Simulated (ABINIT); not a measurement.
# Run report: Ba, single-point calculation

The run: single-point calculation of Ba (slab, 4 atoms in the cell). Method and program: Kohn-Sham DFT of a periodic cell, PBE, PseudoDojo NC SR PBE v0.4 stringent, no spin polarisation (ABINIT 10.8.3).

The structure derives from an entry of the Crystallography Open Database.

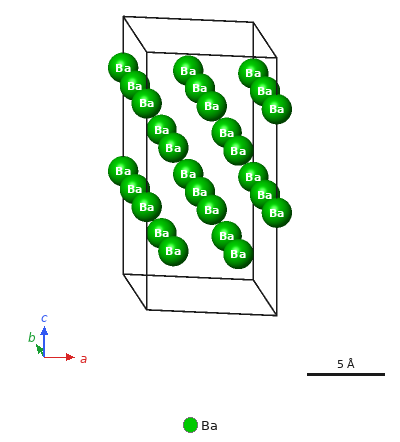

The structure (spheres-only view of the 2 × 2 repeat of the cell, with the vacuum cut short, seen slightly off an axis). An atom can appear more than once, as a periodic image.

### Key numbers

```json
{"quantity": "outcome", "value": "converged"}
{"quantity": "electrons treated", "value": "40"}
{"quantity": "free energy", "value": "−3046.8251 eV"}
{"quantity": "Fermi energy", "value": "1.488 eV"}
{"quantity": "gap on the k-point mesh", "value": "none (metallic)"}
{"quantity": "largest force (length of the vector)", "value": "0.070 eV/Å"}
{"quantity": "hardware", "value": "4 threads of AMD EPYC (Zen 5), 16 GiB of memory available, shared host"}
{"quantity": "wall time", "value": "5.1 min (CPU time 21 min)"}
{"quantity": "peak memory", "value": "0.84 GiB"}
```

### Input
```
# Pseudopotentials
pp_dirpath "./"
pseudos "Ba.upf"

# Structure
acell 8.1827541506 8.1827541506 48.389464229
rprim
     1.0000000000     0.0000000000     0.0000000000
    -0.3333333333     0.9428090416     0.0000000000
     0.0000000000     0.0000000000     1.0000000000
ntypat 1
znucl 56
natom 4
typat 1 1 1 1
xred
     0.5000000000     0.5000000000     0.2928932188
     0.0000000000     0.0000000000     0.4309644063
     0.5000000000     0.5000000000     0.5690355937
     0.0000000000     0.0000000000     0.7071067812
chkprim 0
chksymtnons 0
tolsym 1.0e-6

# Plane-wave basis
ecut 28.0

# k points
kptopt 1
ngkpt 7 7 1
nshiftk 1
shiftk 0.0 0.0 0.0

# Exchange and correlation
ixc 11

# Bands and occupations
nband 24
occopt 3
tsmear 0.00183747

# SCF cycle
nstep 120
tolvrs 1.0e-10

# Output
iomode 3
prtwf 0
prteig 0
prtebands 0
enunit 1
prtden 1
prtvha 1
prtvclmb 1
prtpot 1
prtelf 1
```

Run as:
```bash
mpirun --bind-to none -np 4 abinit run.abi > log 2>&1
```

### What the program printed
```
.Version 10.8.3 of ABINIT
 Symmetries : space group Cm m a (# 67); Bravais oC (1-face-center ortho.)
================================================================================
 Values of the parameters that define the memory need of the present run
     intxc =       0    ionmov =       0      iscf =       7    lmnmax =       8
     lnmax =       8     mgfft =     240  mpssoang =       4    mqgrid =   11527
     natom =       4  nloc_mem =       1    nspden =       1   nspinor =       1
    nsppol =       1      nsym =       8    n1xccc =    2501    ntypat =       1
    occopt =       3   xclevel =       2
       mpw =       21650          nfft =      384000          nkpt =          16
================================================================================
================================================================================

--------------------------------------------------------------------------------
------------- Echo of variables that govern the present computation ------------
--------------------------------------------------------------------------------
 -outvars: echo values of preprocessed input variables --------
            acell      8.1827541506E+00  8.1827541506E+00  4.8389464229E+01 Bohr
              amu      1.37327000E+02
          chkprim           0
      chksymtnons           0
             ecut      2.80000000E+01 Hartree
           enunit           1
              ixc          11
         kptrlatt        7    0    0      0    7    0      0    0    1
          kptrlen      5.72792791E+01
            natom           4
            nband          24
            ngfft          40      40     240
             nkpt          16
            nstep         120
             nsym           8
           ntypat           1
           occopt           3
        prtebands           0
           prteig           0
           prtelf           1
           prtpot           1
         prtvclmb           1
           prtvha           1
            prtwf           0
            rprim      1.0000000000E+00  0.0000000000E+00  0.0000000000E+00
                      -3.3333333330E-01  9.4280904160E-01  0.0000000000E+00
                       0.0000000000E+00  0.0000000000E+00  1.0000000000E+00
          spgroup          67
           tolsym      1.00000000E-06
           tolvrs      1.00000000E-10
           tsmear      1.83747000E-03 Hartree
            typat      1  1  1  1
           xangst      1.4433756721E+00  2.0412414510E+00  7.4999999946E+00
                       0.0000000000E+00  0.0000000000E+00  1.1035533899E+01
                       1.4433756721E+00  2.0412414510E+00  1.4571067801E+01
                       0.0000000000E+00  0.0000000000E+00  1.8106601706E+01
            xcart      2.7275847170E+00  3.8573872992E+00  1.4172945934E+01
                       0.0000000000E+00  0.0000000000E+00  2.0854136723E+01
                       2.7275847170E+00  3.8573872992E+00  2.7535327506E+01
                       0.0000000000E+00  0.0000000000E+00  3.4216518295E+01
             xred      5.0000000000E-01  5.0000000000E-01  2.9289321880E-01
                       0.0000000000E+00  0.0000000000E+00  4.3096440630E-01
                       5.0000000000E-01  5.0000000000E-01  5.6903559370E-01
                       0.0000000000E+00  0.0000000000E+00  7.0710678120E-01
            znucl       56.00000

================================================================================

 chkinp: Checking input parameters for consistency.

================================================================================
== DATASET  1 ==================================================================

--- !DatasetInfo
iteration_state: {dtset: 1, }
dimensions: {natom: 4, nkpt: 16, mband: 24, nsppol: 1, nspinor: 1, nspden: 1, mpw: 21650, }
cutoff_energies: {ecut:  28.0, pawecutdg:  -1.0, }
electrons: {nelect:   4.00000000E+01, charge:   0.00000000E+00, occopt:   3.00000000E+00, tsmear:   1.83747000E-03, }
meta: {optdriver: 0, ionmov: 0, optcell: 0, iscf: 7, paral_kgb: 0, }
...

 Exchange-correlation functional for the present dataset will be:
  GGA: Perdew-Burke-Ernzerhof functional - ixc=11
  J.P.Perdew, K.Burke, M.Ernzerhof, PRL 77, 3865 (1996)

 Real(R)+Recip(G) space primitive vectors, cartesian coordinates (Bohr,Bohr^-1):
 R(1)=  8.1827542  0.0000000  0.0000000  G(1)=  0.1222082  0.0432071  0.0000000
 R(2)= -2.7275847  7.7147746  0.0000000  G(2)=  0.0000000  0.1296214  0.0000000
 R(3)=  0.0000000  0.0000000 48.3894642  G(3)=  0.0000000  0.0000000  0.0206657
 Unit cell volume ucvol=  3.0547351E+03 bohr^3
 Angles (23,13,12)=  9.00000000E+01  9.00000000E+01  1.09471221E+02 degrees

 getcut: wavevector=  0.0000  0.0000  0.0000  ngfft=  40  40 240
         ecut(hartree)=     28.000   => boxcut(ratio)=   2.05250

--- Pseudopotential description ------------------------------------------------
- pspini: atom type   1  psp file is ./Ba.upf
12 -101130 3 -1 1950                          pspcod,pspxc,lmax,lloc,mmax
     nproj     2     2     2     2

   3.70730938E+03                                ecore*ucvol(ha*bohr**3)
--------------------------------------------------------------------------------

================================================================================

--- !BeginCycle
iteration_state: {dtset: 1, }
solver: {iscf: 7, nstep: 120, nline: 4, wfoptalg: 0, }
tolerances: {tolvrs: 1.00E-10, }
...

     iter   Etot(hartree)      deltaE(h)  residm     vres2
 ETOT  1  -111.60250206302    -1.116E+02 5.978E-02 4.515E+04
 ETOT  2  -111.92324577088    -3.207E-01 3.301E-03 8.305E+03
 ETOT  3  -111.93065310339    -7.407E-03 4.205E-04 7.654E+03
 ETOT  4  -111.93771763069    -7.065E-03 1.115E-03 6.487E+03
 ETOT  5  -111.94413278533    -6.415E-03 3.354E-04 5.351E+03
 ETOT  6  -111.94978224358    -5.649E-03 8.998E-04 4.316E+03
 ETOT  7  -111.95364201689    -3.860E-03 1.706E-04 3.580E+03
 ETOT  8  -111.95860326211    -4.961E-03 4.795E-04 2.602E+03
 ETOT  9  -111.95948922551    -8.860E-04 9.680E-05 2.418E+03
 ETOT 10  -111.95913677270     3.525E-04 1.613E-04 2.478E+03
[... 46 further cycles ...]
 ETOT 57  -111.96875831962    -5.281E-08 1.502E-07 2.479E-03
 ETOT 58  -111.96875833042    -1.080E-08 4.813E-08 1.302E-04
 ETOT 59  -111.96875833090    -4.857E-10 9.949E-08 2.982E-06
 ETOT 60  -111.96875833092    -1.798E-11 3.147E-08 9.135E-07
 ETOT 61  -111.96875833094    -1.894E-11 6.743E-08 7.069E-08
 ETOT 62  -111.96875833091     2.937E-11 2.080E-08 5.406E-09
 ETOT 63  -111.96875833089     2.495E-11 4.606E-08 2.269E-09
 ETOT 64  -111.96875833091    -2.410E-11 1.384E-08 8.533E-09
 ETOT 65  -111.96875833091     2.430E-12 3.163E-08 1.167E-10
 ETOT 66  -111.96875833095    -3.762E-11 9.290E-09 7.899E-11

 At SCF step   66       vres2   =  7.90E-11 < tolvrs=  1.00E-10 =>converged.

 Compute ELF
--------------------------------------------------------------------------------

 Compute kinetic energy density

 Compute gradient of the electron density
 Electron Localization Function (ELF) [min:0;max:1]
)     Maximum=    8.9339E-01  at reduced coord.    0.0000    0.0000    0.7417
)     Minimum=    1.2926E-07  at reduced coord.    0.6000    0.1000    0.0000
   Integrated=    6.1346E+02

--------------------------------------------------------------------------------
 End of ELF section

 Cartesian components of stress tensor (hartree/bohr^3)
  sigma(1 1)= -2.00849065E-06  sigma(3 2)=  0.00000000E+00
  sigma(2 2)=  7.88380263E-07  sigma(3 1)=  0.00000000E+00
  sigma(3 3)=  3.83739717E-06  sigma(2 1)=  3.95537279E-06

--- !ResultsGS
iteration_state: {dtset: 1, }
comment   : Summary of ground state results
lattice_vectors:
- [  8.1827542,   0.0000000,   0.0000000, ]
- [ -2.7275847,   7.7147746,   0.0000000, ]
- [  0.0000000,   0.0000000,  48.3894642, ]
lattice_lengths: [   8.18275,    8.18275,   48.38946, ]
lattice_angles: [ 90.000,  90.000, 109.471, ] # degrees, (23, 13, 12)
lattice_volume:   3.0547351E+03
convergence: {deltae: -3.762E-11, res2:  7.899E-11, residm:  9.290E-09, diffor: null, }
etotal    :  -1.11968758E+02
entropy   :   0.00000000E+00
fermie    :   5.46734597E-02
cartesian_stress_tensor: # hartree/bohr^3
- [ -2.00849065E-06,   3.95537279E-06,   0.00000000E+00, ]
- [  3.95537279E-06,   7.88380263E-07,   0.00000000E+00, ]
- [  0.00000000E+00,   0.00000000E+00,   3.83739717E-06, ]
pressure_GPa:  -2.5668E-02
xred      :
- [  5.0000E-01,   5.0000E-01,   2.9289E-01, Ba]
- [  0.0000E+00,   0.0000E+00,   4.3096E-01, Ba]
- [  5.0000E-01,   5.0000E-01,   5.6904E-01, Ba]
- [  0.0000E+00,   0.0000E+00,   7.0711E-01, Ba]
cartesian_forces: # hartree/bohr
- [ -0.00000000E+00,  -0.00000000E+00,   1.03705106E-03, ]
- [ -0.00000000E+00,  -0.00000000E+00,  -1.36331708E-03, ]
- [ -0.00000000E+00,  -0.00000000E+00,   1.36331708E-03, ]
- [ -0.00000000E+00,  -0.00000000E+00,  -1.03705106E-03, ]
force_length_stats: {min:   1.03705106E-03, max:   1.36331708E-03, mean:   1.20018407E-03, }
...

 Integrated electronic density in atomic spheres:
 ------------------------------------------------
 Atom  Sphere_radius  Integrated_density
    1        2.00000          5.22100038
    2        2.00000          5.22439856
    3        2.00000          5.22439856
    4        2.00000          5.22100038
================================================================================

 ----iterations are completed or convergence reached----

 Mean square residual over all n,k,spin=   37.925E-12; max=  92.900E-10
 reduced coordinates (array xred) for    4 atoms
       0.500000000000      0.500000000000      0.292893218800
       0.000000000000      0.000000000000      0.430964406300
       0.500000000000      0.500000000000      0.569035593700
       0.000000000000      0.000000000000      0.707106781200
 rms dE/dt=  3.3839E-02; max dE/dt=  6.5970E-02; dE/dt below (all hartree)
    1       0.000000000000      0.000000000000     -0.050182345094
    2       0.000000000000      0.000000000000      0.065970182989
    3       0.000000000000      0.000000000000     -0.065970182989
    4       0.000000000000      0.000000000000      0.050182345094

 cartesian coordinates (angstrom) at end:
    1      1.44337567206612     2.04124145097206     7.49999999456583
    2      0.00000000000000     0.00000000000000    11.03553389918246
    3      1.44337567206612     2.04124145097206    14.57106780123843
    4      0.00000000000000     0.00000000000000    18.10660170585506

 cartesian forces (hartree/bohr) at end:
    1     -0.00000000000000    -0.00000000000000     0.00103705105841
    2     -0.00000000000000    -0.00000000000000    -0.00136331707821
    3     -0.00000000000000    -0.00000000000000     0.00136331707821
    4     -0.00000000000000    -0.00000000000000    -0.00103705105841
 frms,max,avg= 6.9929826E-04 1.3633171E-03   0.000E+00  0.000E+00  0.000E+00 h/b

 cartesian forces (eV/Angstrom) at end:
    1     -0.00000000000000    -0.00000000000000     0.05332730953795
    2     -0.00000000000000    -0.00000000000000    -0.07010458283467
    3     -0.00000000000000    -0.00000000000000     0.07010458283467
    4     -0.00000000000000    -0.00000000000000    -0.05332730953795
 frms,max,avg= 3.5959362E-02 7.0104583E-02   0.000E+00  0.000E+00  0.000E+00 e/A
 length scales=  8.182754150600  8.182754150600 48.389464229000 bohr
              =  4.330127015982  4.330127015982 25.606601700421 angstroms
 Fermi (or HOMO) energy (eV) =   1.48774   Average Vxc (eV)=  -4.79765
 Eigenvalues (   eV  ) for nkpt=  16  k points:
 kpt#   1, nband= 24, wtk=  0.02041, kpt=  0.0000  0.0000  0.0000 (reduced coord)
 -27.75366  -27.75364  -27.34742  -27.32492  -13.02599  -13.01461  -12.73579  -12.73511
 -12.68155  -12.68155  -12.62228  -12.40386  -12.39694  -12.32844  -12.29590  -12.29417
  -1.10690   -0.68174   -0.07724    0.44212    1.90928    1.91792    2.20487    2.33388
 prteigrs : prtvol=0 or 1, do not print more k-points.

--- !EnergyTerms
iteration_state     : {dtset: 1, }
comment             : Components of total free energy in Hartree
kinetic             :  2.58833013806400E+01
hartree             :  1.50321787084526E+02
xc                  : -2.60802771483713E+01
Ewald energy        :  6.17819914464412E+01
psp_core            :  1.21362711590641E+00
local_psp           : -3.40556000453749E+02
non_local_psp       :  1.54685203815501E+01
internal            : -1.11967050193056E+02
'-kT*entropy'       : -1.70813788974387E-03
total_energy        : -1.11968758330946E+02
total_energy_eV     : -3.04682513042628E+03
band_energy         : -1.90699546889228E+01
...

 Cartesian components of stress tensor (hartree/bohr^3)
  sigma(1 1)= -2.00849065E-06  sigma(3 2)=  0.00000000E+00
  sigma(2 2)=  7.88380263E-07  sigma(3 1)=  0.00000000E+00
  sigma(3 3)=  3.83739717E-06  sigma(2 1)=  3.95537279E-06

-Cartesian components of stress tensor (GPa)         [Pressure= -2.5668E-02 GPa]
- sigma(1 1)= -5.90918351E-02  sigma(3 2)=  0.00000000E+00
- sigma(2 2)=  2.31949481E-02  sigma(3 1)=  0.00000000E+00
- sigma(3 3)=  1.12900123E-01  sigma(2 1)=  1.16371085E-01

== END DATASET(S) ==============================================================
================================================================================

 -outvars: echo values of variables after computation  --------
            acell      8.1827541506E+00  8.1827541506E+00  4.8389464229E+01 Bohr
           etotal     -1.1196875833E+02
            fcart     -0.0000000000E+00 -0.0000000000E+00  1.0370510584E-03
                      -0.0000000000E+00 -0.0000000000E+00 -1.3633170782E-03
                      -0.0000000000E+00 -0.0000000000E+00  1.3633170782E-03
                      -0.0000000000E+00 -0.0000000000E+00 -1.0370510584E-03
            rprim      1.0000000000E+00  0.0000000000E+00  0.0000000000E+00
                      -3.3333333330E-01  9.4280904160E-01  0.0000000000E+00
                       0.0000000000E+00  0.0000000000E+00  1.0000000000E+00
           strten     -2.0084906518E-06  7.8838026286E-07  3.8373971741E-06
                       0.0000000000E+00  0.0000000000E+00  3.9553727875E-06
           xangst      1.4433756721E+00  2.0412414510E+00  7.4999999946E+00
                       0.0000000000E+00  0.0000000000E+00  1.1035533899E+01
                       1.4433756721E+00  2.0412414510E+00  1.4571067801E+01
                       0.0000000000E+00  0.0000000000E+00  1.8106601706E+01
             xred      5.0000000000E-01  5.0000000000E-01  2.9289321880E-01
                       0.0000000000E+00  0.0000000000E+00  4.3096440630E-01
                       5.0000000000E-01  5.0000000000E-01  5.6903559370E-01
                       0.0000000000E+00  0.0000000000E+00  7.0710678120E-01
 Calculation completed.
```
